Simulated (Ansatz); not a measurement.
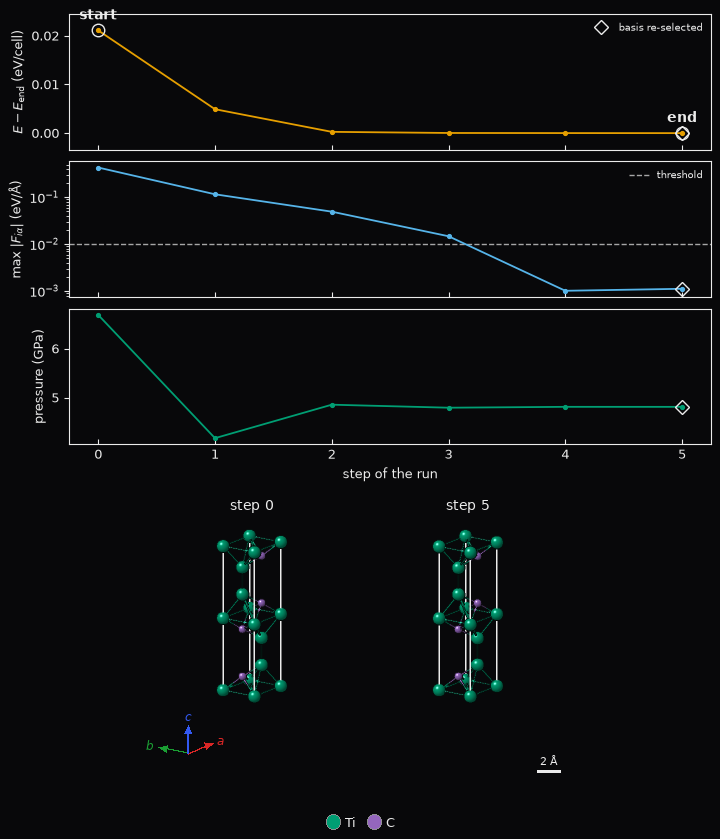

First and last geometry of a relaxation of a crystal of Ti$_{3}$C$_{2}$ (set up in P6_3/mmc), with the history of the run. A ball-and-stick model of the cell of the calculation, seen from a free direction.

Case: volume × 0.97, shape and atoms relaxed.

Method: DFT r2SCAN, scalar-relativistic, plane waves, PAW in Ansatz 0.2.0. Set-up: plane-wave cutoff 500 eV; k-point mesh 12 × 12 × 4; occupations gaussian; smearing width 0.1 eV; no spin polarisation; cell relaxed at fixed volume; force threshold 0.01 eV/Å; at most 30 steps.

Question: Read the history and describe the run.

Answer: It converged. After 4 accepted moves (5 points after the start) the energy has fallen by 21.1 meV per cell of the calculation. The largest force component goes from 0.43 to 0.0011 eV/Å. Pressure: 6.69 GPa at the start and 4.81 GPa at the end. The SCF was repeated once at an unchanged geometry on a basis and grid sized afresh for the cell, which shifted the energy by less than 0.05 meV per cell of the calculation at most. The largest moves relative to the cell, 0.025 Å, are those of Ti atoms. By element the largest moves are Ti 0.025 Å, C 0.008 Å. The drawn cell changes at constant volume: a = b 3.033 → 3.037 Å (+0.1 %), c 14.966 → 14.927 Å (−0.3 %). Among the contacts that change: Ti–Ti 2.819 → 2.762 Å, Ti–Ti 2.916 → 2.933 Å, C–Ti 2.040 → 2.050 Å, C–Ti 2.172 → 2.176 Å. The space group stays P6_3/mmc (No. 194). Cost: 120 s on 2 threads of Arm Neoverse V2, on a shared host, peak memory 0.91 GiB.

| step | E − E(0), meV/atom | largest force component, eV/Å | pressure, GPa | note |
| --- | --- | --- | --- | --- |
| 0 | 0.00 | 0.4316 | 6.69 |  |
| 1 | -1.62 | 0.1160 | 4.17 |  |
| 2 | -2.08 | 0.0494 | 4.86 |  |
| 3 | -2.11 | 0.0147 | 4.80 |  |
| 4 | -2.11 | 0.0010 | 4.81 |  |
| 5 | -2.11 | 0.0011 | 4.81 | same geometry, new basis |
